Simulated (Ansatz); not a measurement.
# Σ3 (112) boundary in fcc Ni with Si (substitutional): structure and resistance, part 2 of 3

Wanted: what the Σ3 (112) boundary in fcc Ni with Si (substitutional) costs an interconnect.

Ansatz 0.2.0; Ansatz plane-wave DFT, PBE, PAW files, collinear spin; relaxation of a bicrystal slab with its lowest layers held; PAW set soft_1 (the session's first sound run).

So far: Set-up; Relaxing the bicrystal.

## (2) Relaxing the bicrystal (continued)

Relaxation path:

```
step  energy less that of the first step (eV)  largest force component (eV/Å)
   1                                   0.0000                          0.9064
   2                                  -0.4680                          0.7525
   3                                  -0.7784                          0.4649
   4                                  -0.9764                          0.2381
   5                                  -1.0667                          0.0538
   6                                  -1.0717                          0.0776
   7                                  -1.0734                          0.0248
```

Forces are held to the 2 operations that the run works with; a distortion that breaks them can't arise in this run.

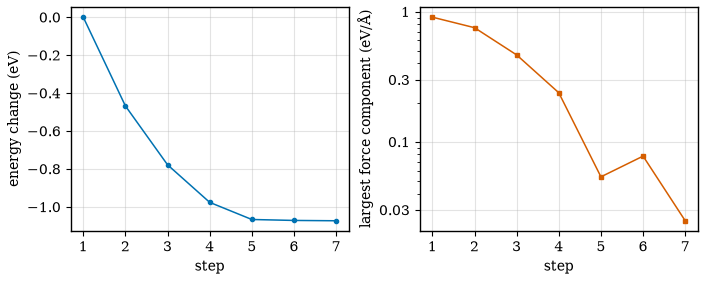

Energy and largest force along the relaxation.

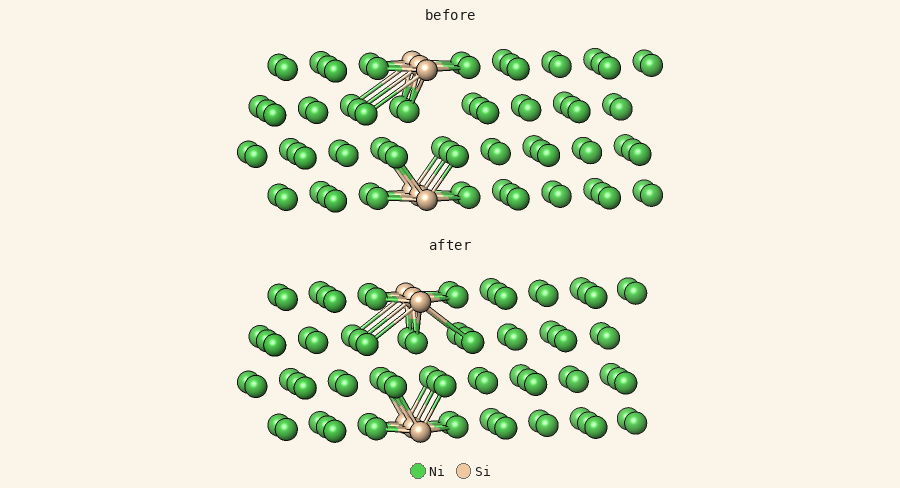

Before and after, at one scale.

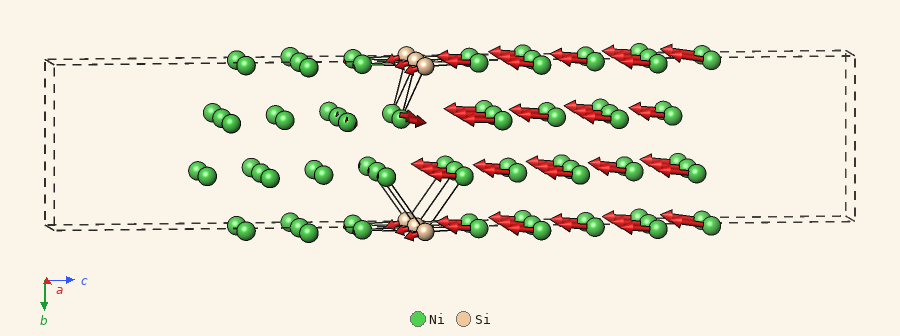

Displacements in the relaxation, exaggerated; the longest in the cell stands for 0.75 Å. 2×1×1 cells are drawn. Some periodic images of atoms are drawn too.

The atoms that moved most (Å):

```csv
atom,dx,dy,dz,length
Ni26,0.000,-0.112,-0.746,0.754
Ni15,0.000,-0.025,-0.709,0.709
Ni25,0.000,-0.067,-0.668,0.671
Ni18,0.000,-0.049,-0.661,0.663
Ni23,0.000,-0.038,-0.643,0.644
Ni22,0.000,-0.066,-0.631,0.634
Ni21,0.000,-0.053,-0.631,0.633
Ni20,0.000,-0.047,-0.616,0.618
```

This step gave:

```yaml
free_energy: -146625.9954 eV
energy_at_zero_smearing: -146625.2966 eV
fermi_energy: 9.413 eV
magnetization: 13.55 μB
absolute_magnetization: 15.57 μB
```

The largest force component on a free atom ends at 0.025 eV/Å, under the tolerance of 0.03, after 7 steps.

## (3) Transmission across the boundary

This step: Ansatz plane-wave DFT, PBE, PAW files, collinear spin; ballistic transport by layer matching (Landauer), zero bias; boundary relaxed in a short slab, bulk layers laid on; PAW set soft_1 (Ansatz 0.2.0).

System of this step: Σ3 (112) boundary in fcc Ni with Si (substitutional). The cell holds 58 atoms: 57 Ni and 1 Si. Its edges and angles: a = 2.492 Å, b = 6.104 Å, c = 49.110 Å, α = 90.0°, β = 90.0°, γ = 90.0°. It derives from Ni. Regions: lower grain, 24 atoms (24 Ni); boundary, 15 atoms (14 Ni and 1 Si); upper grain, 19 atoms (19 Ni). Vacuum lies along c.

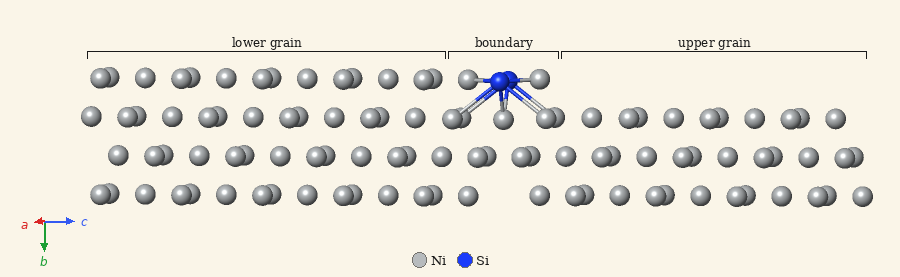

The cell of this step (nickel light grey, silicon blue). Bonds to atoms that aren't drawn are left out. Some periodic images of atoms are drawn too.

input.yaml reads:

```yaml
crystal:
  lattice:
    - [2.4918442969, 0.0, 0.0]
    - [0.0, 6.1037470459, 0.0]
    - [0.0, 0.0, 49.109635242]
  atoms:
    - { symbol: Ni, position: [-15.5000000005, 10.3333333332, 0.0814504115], spin: 1.0 }
    - { symbol: Ni, position: [-15.0000000005, 9.9999999998, 0.0960979137], spin: 1.0 }
    - { symbol: Ni, position: [-14.5000000004, 9.6666666665, 0.1107454158], spin: 1.0 }
    - { symbol: Ni, position: [-14.0000000004, 9.3333333332, 0.125392918], spin: 1.0 }
    - { symbol: Ni, position: [-13.5000000004, 8.9999999999, 0.1400404201], spin: 1.0 }
    - { symbol: Ni, position: [-13.0000000004, 8.6666666665, 0.1546879223], spin: 1.0 }
    - { symbol: Ni, position: [-12.5000000004, 8.3333333332, 0.1693354244], spin: 1.0 }
    - { symbol: Ni, position: [-12.0000000003, 7.9999999999, 0.1839829266], spin: 1.0 }
    - { symbol: Ni, position: [-11.5000000003, 7.6666666665, 0.1986304287], spin: 1.0 }
    - { symbol: Ni, position: [-11.0000000003, 7.3333333332, 0.2132779309], spin: 1.0 }
    - { symbol: Ni, position: [-10.5000000003, 6.9999999999, 0.227925433], spin: 1.0 }
    - { symbol: Ni, position: [-10.0000000003, 6.6666666666, 0.2425729352], spin: 1.0 }
    - { symbol: Ni, position: [-9.5000000002, 6.3333333332, 0.2572204373], spin: 1.0 }
    - { symbol: Ni, position: [-9.0000000002, 5.9999999999, 0.2718679395], spin: 1.0 }
    - { symbol: Ni, position: [-8.5000000002, 5.6666666666, 0.2865154416], spin: 1.0 }
    - { symbol: Ni, position: [-8.0000000002, 5.3333333333, 0.3011629438], spin: 1.0 }
    - { symbol: Ni, position: [-7.5000000002, 4.9999999999, 0.3158104459], spin: 1.0 }
    - { symbol: Ni, position: [-7.0000000001, 4.6666666666, 0.3304579481], spin: 1.0 }
    - { symbol: Ni, position: [-6.5000000001, 4.3333333333, 0.3451054502], spin: 1.0 }
    - { symbol: Ni, position: [-6.0000000001, 3.9999999999, 0.3597529524], spin: 1.0 }
    - { symbol: Ni, position: [-5.5000000001, 3.6666666666, 0.3744004545], spin: 1.0 }
    - { symbol: Ni, position: [-5.0000000001, 3.3333333333, 0.3890479567], spin: 1.0 }
    - { symbol: Ni, position: [-4.5, 3.0, 0.4036954588], spin: 1.0 }
    - { symbol: Ni, position: [-4.0, 2.6666666666, 0.418342961], spin: 1.0 }
    - { symbol: Ni, position: [0.5, 0.3333333333, 0.4329904631], spin: 1.0 }
    - { symbol: Ni, position: [1.0, 1.0011625017, 0.4468311123], spin: 1.0 }
    - { symbol: Ni, position: [0.5, 0.6663496466, 0.4617789545], spin: 1.0 }
    - { symbol: Ni, position: [1.0, 0.3363056473, 0.4780063067], spin: 1.0 }
    - { symbol: Ni, position: [0.5, 1.0031543197, 0.4903898204], spin: 1.0 }
    - { symbol: Ni, position: [1.0, 0.6657742101, 0.5053072725], spin: 1.0 }
    - { symbol: Ni, position: [0.5, 0.3439466727, 0.5288134969], spin: 1.0 }
    - { symbol: Si, position: [0.0, 0.013876581, 0.529318067] }
    - { symbol: Ni, position: [1.0, 0.6617250317, 0.5530099965], spin: 1.0 }
    - { symbol: Ni, position: [0.5, 0.9953094326, 0.5680830757], spin: 1.0 }
    - { symbol: Ni, position: [1.0, 0.3292644039, 0.5796793678], spin: 1.0 }
    - { symbol: Ni, position: [0.5, 0.6581462597, 0.5965484214], spin: 1.0 }
    - { symbol: Ni, position: [1.0, 0.992450309, 0.6114932042], spin: 1.0 }
    - { symbol: Ni, position: [0.5, 0.3253127157, 0.6245866425], spin: 1.0 }
    - { symbol: Ni, position: [1.0, 0.6581628104, 0.6402470476], spin: 1.0 }
    - { symbol: Ni, position: [-4.5, 2.9914961437, 0.6548945498], spin: 1.0 }
    - { symbol: Ni, position: [-5.0, 3.3248294771, 0.6695420519], spin: 1.0 }
    - { symbol: Ni, position: [-5.5000000001, 3.6581628104, 0.6841895541], spin: 1.0 }
    - { symbol: Ni, position: [-6.0000000001, 3.9914961437, 0.6988370562], spin: 1.0 }
    - { symbol: Ni, position: [-6.5000000001, 4.3248294771, 0.7134845584], spin: 1.0 }
    - { symbol: Ni, position: [-7.0000000001, 4.6581628104, 0.7281320605], spin: 1.0 }
    - { symbol: Ni, position: [-7.5000000001, 4.9914961437, 0.7427795627], spin: 1.0 }
    - { symbol: Ni, position: [-8.0000000002, 5.324829477, 0.7574270648], spin: 1.0 }
    - { symbol: Ni, position: [-8.5000000002, 5.6581628104, 0.772074567], spin: 1.0 }
    - { symbol: Ni, position: [-9.0000000002, 5.9914961437, 0.7867220691], spin: 1.0 }
    - { symbol: Ni, position: [-9.5000000002, 6.324829477, 0.8013695713], spin: 1.0 }
    - { symbol: Ni, position: [-10.0000000002, 6.6581628104, 0.8160170734], spin: 1.0 }
    - { symbol: Ni, position: [-10.5000000003, 6.9914961437, 0.8306645756], spin: 1.0 }
    - { symbol: Ni, position: [-11.0000000003, 7.324829477, 0.8453120777], spin: 1.0 }
    - { symbol: Ni, position: [-11.5000000003, 7.6581628103, 0.8599595799], spin: 1.0 }
    - { symbol: Ni, position: [-12.0000000003, 7.9914961437, 0.874607082], spin: 1.0 }
    - { symbol: Ni, position: [-12.5000000003, 8.324829477, 0.8892545842], spin: 1.0 }
    - { symbol: Ni, position: [-13.0000000004, 8.6581628103, 0.9039020863], spin: 1.0 }
    - { symbol: Ni, position: [-13.5000000004, 8.9914961436, 0.9185495885], spin: 1.0 }
magnetization:
  spin_polarized: true
kpoints:
  mp_grid: { grid: [10, 4, 1] }
hamiltonian:
  xc: pbe
  pseudopotentials: { kind: paw, azcp: { folder: soft_1 } }
scf:
  occupations: { method: fermi_dirac, width: 0.1 }
output:
  transmission:
    leads: [[13, 14], [47, 48]]
    kmesh: [26, 10]
    e_range: [-0.1, 0.1]
    de: 0.05
  write_potential: true
  write_density: true
  volumetric_format: npy
  elf: true
```

Command:

```
> ansatz run input.yaml --threads 4 --pin off --max-ram 15360MiB --backend cpu --events-out ev --progress --plain --runs-dir out
```

Numbers of over 12 decimals in the logs are rounded to 6 here.

Log:

```text
[...]
Crystal: 58 atoms, lattice volume = 746.937 Å³
Basis set: ecut = 420 eV, 14481 PW (Γ)
Bands: 653, of which v1, the nominal top of the filled ones, is band 515 counted from 1 (514 counted from 0)
Symmetry: 2 space group operations
[...]
k-points: 18 of 40 (time reversal used)
[...]
Starting moments: Σ|m| = 57 μB on 57 of 58 sites
[...]
SCF iter   1: F=—  HF=-333456.751064 eV  |F-HF|=—  |Δ(HF+E_count)|=         —  Δρ=4.59e-2 (↑4.59e-2 ↓3.80e-2)  dr2=8.16e1  dr2_m=2.86e0  M=45.551 μB ∫|m|=48.542 μB  β_m=0.30  ethr=3.10e-3  ⟨swp⟩=6.1  Hψ=90738  notcnv=0  defer=622
[...]
SCF iter  20: F=-333498.019868 eV  HF=-333498.019868 eV  |F-HF|=6.25e-8  |Δ(HF+E_count)|=  5.24e-10  Δρ=9.20e-7 (↑4.67e-7 ↓9.20e-7)  dr2=6.28e-8  dr2_m=6.28e-10  M=34.789 μB ∫|m|=39.616 μB  ethr=4.20e-12  ⟨swp⟩=9.8  Hψ=104201  notcnv=0
SCF 1 converged in 20 iterations: F = -333498.019868 eV  dr2 = 6.28e-8
[...]
transmission: 612 of 6048 steps passed
transmission: 1212 of 6048 steps passed
[...]
transmission: 6048 of 6048 steps passed
WARN: The input density's exchange-correlation potential varies sharply where the density is thin. Do not read a vacuum level from v_tot or v_xc, or from such a field of the output density. On a cell that repeats whose density bears no net charge and no dipole along the vacuum's axis use v_es (v_loc + v_h of the components); under efield.dipole_correction with no amplitude use v_es + v_field, which holds any external [...]
some or all of what a close reads of its open shells is tried by no SCF: some or all of their fillings by name were not asked, since the model of its bands would take too long in so large a cell. Whether a lower state lies along it is not known (a run that goes on reads the state that it goes on from)
SCF converged after 20 iterations
the last check of whether an eigenvalue changes by more than its tolerance under the output density was not made (no_room)
Magnetization: 34.7893 μB (532.3946 up, 497.6054 down)
Absolute magnetization: 39.6711 μB (∫|ρ↑−ρ↓|, with the PAW one-centre terms)
[...]
Per-site moments (μB) at R_I (Å): [(0.786537, 1.027886), (0.758744, 1.027886), (0.719817, 1.027886), (0.691229, 1.027886), (0.698565, 1.027886), (0.695100, 1.027886), (0.677627, 1.027886), (0.679171, 1.027886), (0.685002, 1.027886), (0.670568, 1.027886), (0.677030, 1.027886), (0.674445, 1.027886), (0.674683, 1.027886), (0.674397, 1.027886), (0.675861, 1.027886), (0.678636, 1.027886), (0.675824, 1.027886), (0.676176,  [...]
Free energy (F): -333498.019868 eV
[...]
Internal energy: -333494.918853 eV  (E = F + TS)
E sigma→0 (E₀):  -333496.469361 eV
Entropy (-TS):   -3.101015 eV (-53.466 meV/atom)
Fermi energy:    14.401213 eV
[...]
--- Band table (eV; the first three rows and the last of 36) ---
  k-point 0 ↑: bands = [... 511 lower, 13.7480, 13.7692, 13.7764, 13.7848, 13.7923, 13.7958, 13.8014, 13.8119, ... 134 higher]
  k-point 1 ↑: bands = [... 511 lower, 13.6814, 13.6892, 13.6958, 13.7054, 13.7155, 13.7240, 13.7257, 13.7374, ... 134 higher]
  k-point 2 ↑: bands = [... 511 lower, 13.6858, 13.6914, 13.6915, 13.7123, 13.7220, 13.7223, 13.7251, 13.7379, ... 134 higher]
  k-point 17 ↓: bands = [... 511 lower, 14.7842, 14.7904, 14.7958, 14.8154, 14.8244, 14.8343, 14.9115, 14.9229, ... 134 higher]
--- Transmission ---
  basis      : 133 plane waves across, 36 finite elements along
  points     : 84, standing for a mesh of 26 x 10
  energies   : 5 from -0.100000 to 0.100000 eV about the Fermi level, 0.050000 eV apart; the leads are filled to 0.000000 eV, and channels, transmission and decay are at 0.000000 eV
  crystal 0  : Ni3, at the sites [13, 14], period 2.1580 Å, over 17.98 Å; its Hamiltonian steps by up to 6.9 meV
    offset         : up to 0.0000 Å between an atom of the period and one for which it stands
    channels       : 1.880769e0 up, 5.100000e0 down
    conductance    : none, the energies end too early or step too widely for 300 K: set another output.transmission.e_range or a lower de, or, where they end at an eighth of basis.ecutwfc, a higher one
    slowest decay  : 0.0997 /Å at (0.4615, 0.2000)
[...]
channels       : 1.880769e0 up, 5.100000e0 down
[...]
slowest decay  : 0.0997 /Å at (0.4615, 0.2000)
  junction   : crystal 0 to crystal 1, 12.66 to 36.51 Å
    transmission   : 1.460689e0 up, 2.028360e0 down
[...]
```

Run time: 1.7 h. Hardware: 4 threads of Arm Neoverse V1, shared host; peak memory 9.5 GiB.

Numbers from this step:

```yaml
free_energy: -333498.0199 eV
energy_at_zero_smearing: -333496.4694 eV
fermi_energy: 14.40 eV
magnetization: 34.79 μB
absolute_magnetization: 39.67 μB
cell_area: 15.21 Å²
transmission_spin_up: 1.461
transmission_spin_down: 2.028
open_channels_spin_up: 1.881
open_channels_upper_lead_spin_up: 1.881
open_channels_spin_down: 5.1
open_channels_upper_lead_spin_down: 5.1
step_of_the_lead_s_potential: 6.9 meV
step_of_the_upper_lead_s_potential: 8.1 meV
```

Per spin. Transmission, zone mean against energy, zero at the Fermi level:

```csv
energy (eV),T up,T down
-0.1000,1.45,1.83
-0.0500,1.44,1.91
0.0000,1.46,2.03
0.0500,1.49,1.99
0.1000,1.49,1.97
```

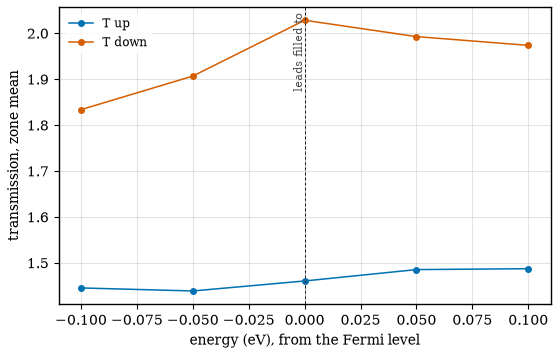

Transmission, zone mean against energy.

(Part 2 of 3 ends here.)

[Logs are printed without paths, hosts, clocks, repeated set-up lines and the standing remarks that a program may print on its own settings, such as how far it seeks lower states.]

[Hosts, paths, dates, database ids (printed as entryN), source tags and the programs' standing remarks are cut or masked in the printed files.]
